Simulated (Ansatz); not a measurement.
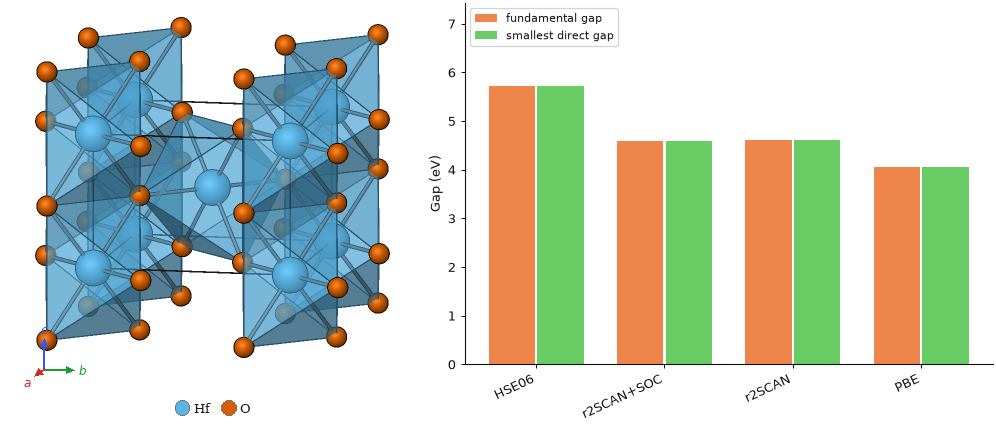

Gaps of HfO$_{2}$, space group P4_2/mnm (No. 136), 6 atoms in the cell, rutile type, epitaxial (xy) strain −1.0%, at several levels of theory on one cell (Ansatz, plane waves and PAW; edges over the mesh and the special points).

### How does the gap depend on the level, and does its kind change?

In rising order: PBE 4.06 eV, r2SCAN+SOC 4.60 eV, r2SCAN 4.61 eV and HSE06 5.72 eV. It is direct at every level.
